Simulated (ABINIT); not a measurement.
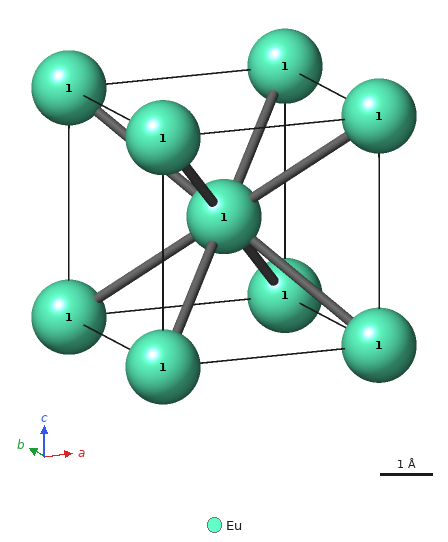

Figure 1. The input geometry (ball-and-stick view of the cell 2 times as large as that of the calculation, set on its symmetry axes, seen slightly off an axis; atoms are numbered from 1 in the order of the input). Near neighbours in the crystal (not all of them lie inside the picture): Eu has 8 Eu at 3.99 Å.

**Optical-spectrum calculation of Eu (part 1 of 3)**

Eu (Im-3m, 1 atom in the cell), computed with Kohn-Sham DFT of a periodic cell, PBE, PseudoDojo NC SR PBE v0.4 lanthanides 3+ (4f in core; v0.4.1 standard for the other elements), spin-polarised (ABINIT 10.8.3).

The structure derives from an entry of the Crystallography Open Database.

Input:
```
ndtset 3

pp_dirpath "./"
pseudos "Eu.upf"

acell 3*1.0
rprim
    -4.3520392650     4.3520392650     4.3520392650
     4.3520392650    -4.3520392650     4.3520392650
     4.3520392650     4.3520392650    -4.3520392650
ntypat 1
znucl 63
natom 1
typat 1
xred
            0.0            0.0            0.0

ecut 21.0

ngkpt 10 10 10
nshiftk 2
shiftk
     0.2500000000     0.2500000000     0.2500000000
    -0.2500000000    -0.2500000000    -0.2500000000
istwfk *1

ixc 11

occopt 3
tsmear 0.136 eV

nsppol 2
spinat
     0.0000000000     0.0000000000     7.0000000000

nstep 80

iomode 3
prteig 0
prtebands 0

nband1 15
tolvrs1 1.0e-12
prtden1 1
prtwf1 0
kptopt1 1

iscf2 -3
getden2 1
nband2 18
nbdbuf2 4
tolwfr2 1.0e-12
nstep2 120
prtden2 0
kptopt2 1

optdriver3 8
wfk_task3 "wfk_optics_fullbz"
getwfk3 2
nband3 14
kptopt3 1
prtevk3 1
inclvkb3 2
```

File optic.abi:
```
&FILES
 ddkfile_1 = 'runo_DS3_1_EVK.nc',
 ddkfile_2 = 'runo_DS3_2_EVK.nc',
 ddkfile_3 = 'runo_DS3_3_EVK.nc',
 wfkfile = 'runo_DS3_WFK.nc'
/
&PARAMETERS
 broadening = 0.003675,
 domega = 0.002,
 maxomega = 0.8,
 scissor = 0.000000,
 tolerance = 0.002
/
&COMPUTATIONS
 num_lin_comp = 1,
 lin_comp = 11,
 num_nonlin_comp = 0
/
```

Hardware: 1 thread of Arm Neoverse V1, 24 GiB of memory available, shared host.

Launch command:
```bash
abinit run.abi > log 2>&1
optic optic.abi > optic.log 2>&1
```

What the program printed:
```
.Version 10.8.3 of ABINIT
 DATASET    1 : space group Im -3 m (#229); Bravais cI (body-center cubic)
================================================================================
 Values of the parameters that define the memory need for DATASET  1.
     intxc =       0    ionmov =       0      iscf =       7    lmnmax =       7
     lnmax =       7     mgfft =      32  mpssoang =       4    mqgrid =    3001
     natom =       1  nloc_mem =       1    nspden =       2   nspinor =       1
    nsppol =       2      nsym =      48    n1xccc =    2501    ntypat =       1
    occopt =       3   xclevel =       2
       mpw =        1532          nfft =       32768          nkpt =          70
================================================================================
================================================================================

 DATASET    2 : space group Im -3 m (#229); Bravais cI (body-center cubic)
================================================================================
 Values of the parameters that define the memory need for DATASET  2.
     intxc =       0    ionmov =       0      iscf =      -3    lmnmax =       7
     lnmax =       7     mgfft =      32  mpssoang =       4    mqgrid =    3001
     natom =       1  nloc_mem =       1    nspden =       2   nspinor =       1
    nsppol =       2      nsym =      48    n1xccc =    2501    ntypat =       1
    occopt =       3   xclevel =       2
       mpw =        1532          nfft =       32768          nkpt =          70
================================================================================
================================================================================

 DATASET    3 : space group Im -3 m (#229); Bravais cI (body-center cubic)
================================================================================
 Values of the parameters that define the memory need for DATASET  3.
     intxc =       0    ionmov =       0      iscf =       7    lmnmax =       7
     lnmax =       7     mgfft =      32  mpssoang =       4    mqgrid =    3001
     natom =       1  nloc_mem =       1    nspden =       2   nspinor =       1
    nsppol =       2      nsym =      48    n1xccc =    2501    ntypat =       1
    occopt =       3   xclevel =       2
       mpw =        1532          nfft =       32768          nkpt =          70
================================================================================
================================================================================

--------------------------------------------------------------------------------
------------- Echo of variables that govern the present computation ------------
--------------------------------------------------------------------------------
 -outvars: echo values of preprocessed input variables --------
            acell      1.0000000000E+00  1.0000000000E+00  1.0000000000E+00 Bohr
              amu      1.51965000E+02
             ecut      2.10000000E+01 Hartree
           getden1          0
           getden2          1
           getden3          0
           getwfk1          0
           getwfk2          0
           getwfk3          2
             iscf1          7
             iscf2         -3
             iscf3          7
              ixc          11
           jdtset        1    2    3
                       outvar_i_n : Printing only first  50 k-points.
         kptrlatt       10    0   10      0   10   10    -10  -10    0
          kptrlen      8.70407853E+01
            natom           1
            nband1         15
            nband2         18
            nband3         14
           nbdbuf1          0
           nbdbuf2          4
           nbdbuf3          0
           ndtset           3
            ngfft          32      32      32
             nkpt          70
           nspden           2
           nsppol           2
            nstep1         80
            nstep2        120
            nstep3         80
             nsym          48
           ntypat           1
                       prtocc : prtvol=0, do not print more k-points.
                       1.000000  1.000000  1.000000  1.000000  1.000000  1.000000
                       0.000000  0.000000  0.000000  0.000000  0.000000  0.000000
                       0.000000  0.000000  0.000000
                       1.000000  1.000000  1.000000  1.000000  1.000000  1.000000
                       0.000000  0.000000  0.000000  0.000000  0.000000  0.000000
                       0.000000  0.000000  0.000000
                       1.000000  1.000000  1.000000  1.000000  1.000000  1.000000
                       0.000000  0.000000  0.000000  0.000000  0.000000  0.000000
                       0.000000  0.000000  0.000000
                       1.000000  1.000000  1.000000  1.000000  1.000000  1.000000
                       0.000000  0.000000  0.000000  0.000000  0.000000  0.000000
                       0.000000  0.000000  0.000000
                       1.000000  1.000000  1.000000  1.000000  1.000000  1.000000
                       0.000000  0.000000  0.000000  0.000000  0.000000  0.000000
                       0.000000  0.000000  0.000000
                       1.000000  1.000000  1.000000  1.000000  1.000000  1.000000
                       0.000000  0.000000  0.000000  0.000000  0.000000  0.000000
                       0.000000  0.000000  0.000000
                       1.000000  1.000000  1.000000  1.000000  1.000000  1.000000
                       0.000000  0.000000  0.000000  0.000000  0.000000  0.000000
                       0.000000  0.000000  0.000000
                       1.000000  1.000000  1.000000  1.000000  1.000000  1.000000
                       0.000000  0.000000  0.000000  0.000000  0.000000  0.000000
                       0.000000  0.000000  0.000000
                       1.000000  1.000000  1.000000  1.000000  1.000000  1.000000
                       0.000000  0.000000  0.000000  0.000000  0.000000  0.000000
                       0.000000  0.000000  0.000000
                       1.000000  1.000000  1.000000  1.000000  1.000000  1.000000
                       0.000000  0.000000  0.000000  0.000000  0.000000  0.000000
                       0.000000  0.000000  0.000000
                       1.000000  1.000000  1.000000  1.000000  1.000000  1.000000
                       0.000000  0.000000  0.000000  0.000000  0.000000  0.000000
                       0.000000  0.000000  0.000000
                       1.000000  1.000000  1.000000  1.000000  1.000000  1.000000
                       0.000000  0.000000  0.000000  0.000000  0.000000  0.000000
                       0.000000  0.000000  0.000000
                       1.000000  1.000000  1.000000  1.000000  1.000000  1.000000
                       0.000000  0.000000  0.000000  0.000000  0.000000  0.000000
                       0.000000  0.000000  0.000000
                       1.000000  1.000000  1.000000  1.000000  1.000000  1.000000
                       0.000000  0.000000  0.000000  0.000000  0.000000  0.000000
                       0.000000  0.000000  0.000000
                       1.000000  1.000000  1.000000  1.000000  1.000000  1.000000
                       0.000000  0.000000  0.000000  0.000000  0.000000  0.000000
                       0.000000  0.000000  0.000000
                       1.000000  1.000000  1.000000  1.000000  1.000000  1.000000
                       0.000000  0.000000  0.000000  0.000000  0.000000  0.000000
                       0.000000  0.000000  0.000000
                       1.000000  1.000000  1.000000  1.000000  1.000000  1.000000
                       0.000000  0.000000  0.000000  0.000000  0.000000  0.000000
                       0.000000  0.000000  0.000000
                       1.000000  1.000000  1.000000  1.000000  1.000000  1.000000
                       0.000000  0.000000  0.000000  0.000000  0.000000  0.000000
                       0.000000  0.000000  0.000000
                       1.000000  1.000000  1.000000  1.000000  1.000000  1.000000
                       0.000000  0.000000  0.000000  0.000000  0.000000  0.000000
                       0.000000  0.000000  0.000000
                       1.000000  1.000000  1.000000  1.000000  1.000000  1.000000
                       0.000000  0.000000  0.000000  0.000000  0.000000  0.000000
                       0.000000  0.000000  0.000000
                       1.000000  1.000000  1.000000  1.000000  1.000000  0.000000
                       0.000000  0.000000  0.000000  0.000000  0.000000  0.000000
                       0.000000  0.000000  0.000000
                       1.000000  1.000000  1.000000  1.000000  1.000000  0.000000
                       0.000000  0.000000  0.000000  0.000000  0.000000  0.000000
                       0.000000  0.000000  0.000000
                       1.000000  1.000000  1.000000  1.000000  1.000000  0.000000
                       0.000000  0.000000  0.000000  0.000000  0.000000  0.000000
                       0.000000  0.000000  0.000000
                       1.000000  1.000000  1.000000  1.000000  1.000000  0.000000
                       0.000000  0.000000  0.000000  0.000000  0.000000  0.000000
                       0.000000  0.000000  0.000000
                       1.000000  1.000000  1.000000  1.000000  1.000000  0.000000
                       0.000000  0.000000  0.000000  0.000000  0.000000  0.000000
                       0.000000  0.000000  0.000000
                       1.000000  1.000000  1.000000  1.000000  1.000000  0.000000
                       0.000000  0.000000  0.000000  0.000000  0.000000  0.000000
                       0.000000  0.000000  0.000000
                       1.000000  1.000000  1.000000  1.000000  1.000000  0.000000
                       0.000000  0.000000  0.000000  0.000000  0.000000  0.000000
                       0.000000  0.000000  0.000000
                       1.000000  1.000000  1.000000  1.000000  1.000000  0.000000
                       0.000000  0.000000  0.000000  0.000000  0.000000  0.000000
                       0.000000  0.000000  0.000000
                       1.000000  1.000000  1.000000  1.000000  1.000000  0.000000
                       0.000000  0.000000  0.000000  0.000000  0.000000  0.000000
                       0.000000  0.000000  0.000000
                       1.000000  1.000000  1.000000  1.000000  1.000000  0.000000
                       0.000000  0.000000  0.000000  0.000000  0.000000  0.000000
                       0.000000  0.000000  0.000000
                       1.000000  1.000000  1.000000  1.000000  1.000000  0.000000
                       0.000000  0.000000  0.000000  0.000000  0.000000  0.000000
                       0.000000  0.000000  0.000000
                       1.000000  1.000000  1.000000  1.000000  1.000000  0.000000
                       0.000000  0.000000  0.000000  0.000000  0.000000  0.000000
                       0.000000  0.000000  0.000000
                       1.000000  1.000000  1.000000  1.000000  1.000000  0.000000
                       0.000000  0.000000  0.000000  0.000000  0.000000  0.000000
                       0.000000  0.000000  0.000000
                       1.000000  1.000000  1.000000  1.000000  1.000000  0.000000
                       0.000000  0.000000  0.000000  0.000000  0.000000  0.000000
                       0.000000  0.000000  0.000000
                       1.000000  1.000000  1.000000  1.000000  1.000000  0.000000
                       0.000000  0.000000  0.000000  0.000000  0.000000  0.000000
                       0.000000  0.000000  0.000000
                       1.000000  1.000000  1.000000  1.000000  1.000000  0.000000
                       0.000000  0.000000  0.000000  0.000000  0.000000  0.000000
                       0.000000  0.000000  0.000000
                       1.000000  1.000000  1.000000  1.000000  1.000000  0.000000
                       0.000000  0.000000  0.000000  0.000000  0.000000  0.000000
                       0.000000  0.000000  0.000000
                       1.000000  1.000000  1.000000  1.000000  1.000000  0.000000
                       0.000000  0.000000  0.000000  0.000000  0.000000  0.000000
                       0.000000  0.000000  0.000000
                       1.000000  1.000000  1.000000  1.000000  1.000000  0.000000
                       0.000000  0.000000  0.000000  0.000000  0.000000  0.000000
                       0.000000  0.000000  0.000000
                       1.000000  1.000000  1.000000  1.000000  1.000000  0.000000
                       0.000000  0.000000  0.000000  0.000000  0.000000  0.000000
                       0.000000  0.000000  0.000000
                       1.000000  1.000000  1.000000  1.000000  1.000000  0.000000
                       0.000000  0.000000  0.000000  0.000000  0.000000  0.000000
                       0.000000  0.000000  0.000000
                       1.000000  1.000000  1.000000  1.000000  1.000000  0.000000
                       0.000000  0.000000  0.000000  0.000000  0.000000  0.000000
                       0.000000  0.000000  0.000000
                       1.000000  1.000000  1.000000  1.000000  1.000000  0.000000
                       0.000000  0.000000  0.000000  0.000000  0.000000  0.000000
                       0.000000  0.000000  0.000000
                       1.000000  1.000000  1.000000  1.000000  1.000000  0.000000
                       0.000000  0.000000  0.000000  0.000000  0.000000  0.000000
                       0.000000  0.000000  0.000000
                       1.000000  1.000000  1.000000  1.000000  1.000000  0.000000
                       0.000000  0.000000  0.000000  0.000000  0.000000  0.000000
                       0.000000  0.000000  0.000000
                       1.000000  1.000000  1.000000  1.000000  1.000000  0.000000
                       0.000000  0.000000  0.000000  0.000000  0.000000  0.000000
                       0.000000  0.000000  0.000000
                       1.000000  1.000000  1.000000  1.000000  1.000000  0.000000
                       0.000000  0.000000  0.000000  0.000000  0.000000  0.000000
                       0.000000  0.000000  0.000000
                       1.000000  1.000000  1.000000  1.000000  1.000000  0.000000
                       0.000000  0.000000  0.000000  0.000000  0.000000  0.000000
                       0.000000  0.000000  0.000000
                       1.000000  1.000000  1.000000  1.000000  1.000000  0.000000
                       0.000000  0.000000  0.000000  0.000000  0.000000  0.000000
                       0.000000  0.000000  0.000000
                       1.000000  1.000000  1.000000  1.000000  1.000000  0.000000
                       0.000000  0.000000  0.000000  0.000000  0.000000  0.000000
                       0.000000  0.000000  0.000000
                       prtocc : prtvol=0, do not print more k-points.
                       prtocc : prtvol=0, do not print more k-points.
                       1.000000  1.000000  1.000000  1.000000  1.000000  1.000000
                       0.000000  0.000000  0.000000  0.000000  0.000000  0.000000
                       0.000000  0.000000  0.000000  0.000000  0.000000  0.000000
                       1.000000  1.000000  1.000000  1.000000  1.000000  1.000000
                       0.000000  0.000000  0.000000  0.000000  0.000000  0.000000
                       0.000000  0.000000  0.000000  0.000000  0.000000  0.000000
                       1.000000  1.000000  1.000000  1.000000  1.000000  1.000000
                       0.000000  0.000000  0.000000  0.000000  0.000000  0.000000
                       0.000000  0.000000  0.000000  0.000000  0.000000  0.000000
                       1.000000  1.000000  1.000000  1.000000  1.000000  1.000000
                       0.000000  0.000000  0.000000  0.000000  0.000000  0.000000
                       0.000000  0.000000  0.000000  0.000000  0.000000  0.000000
                       1.000000  1.000000  1.000000  1.000000  1.000000  1.000000
                       0.000000  0.000000  0.000000  0.000000  0.000000  0.000000
                       0.000000  0.000000  0.000000  0.000000  0.000000  0.000000
                       1.000000  1.000000  1.000000  1.000000  1.000000  1.000000
                       0.000000  0.000000  0.000000  0.000000  0.000000  0.000000
                       0.000000  0.000000  0.000000  0.000000  0.000000  0.000000
                       1.000000  1.000000  1.000000  1.000000  1.000000  1.000000
                       0.000000  0.000000  0.000000  0.000000  0.000000  0.000000
                       0.000000  0.000000  0.000000  0.000000  0.000000  0.000000
                       1.000000  1.000000  1.000000  1.000000  1.000000  1.000000
                       0.000000  0.000000  0.000000  0.000000  0.000000  0.000000
                       0.000000  0.000000  0.000000  0.000000  0.000000  0.000000
                       1.000000  1.000000  1.000000  1.000000  1.000000  1.000000
                       0.000000  0.000000  0.000000  0.000000  0.000000  0.000000
                       0.000000  0.000000  0.000000  0.000000  0.000000  0.000000
                       1.000000  1.000000  1.000000  1.000000  1.000000  1.000000
                       0.000000  0.000000  0.000000  0.000000  0.000000  0.000000
                       0.000000  0.000000  0.000000  0.000000  0.000000  0.000000
                       1.000000  1.000000  1.000000  1.000000  1.000000  1.000000
                       0.000000  0.000000  0.000000  0.000000  0.000000  0.000000
                       0.000000  0.000000  0.000000  0.000000  0.000000  0.000000
                       1.000000  1.000000  1.000000  1.000000  1.000000  1.000000
                       0.000000  0.000000  0.000000  0.000000  0.000000  0.000000
                       0.000000  0.000000  0.000000  0.000000  0.000000  0.000000
                       1.000000  1.000000  1.000000  1.000000  1.000000  1.000000
                       0.000000  0.000000  0.000000  0.000000  0.000000  0.000000
                       0.000000  0.000000  0.000000  0.000000  0.000000  0.000000
```
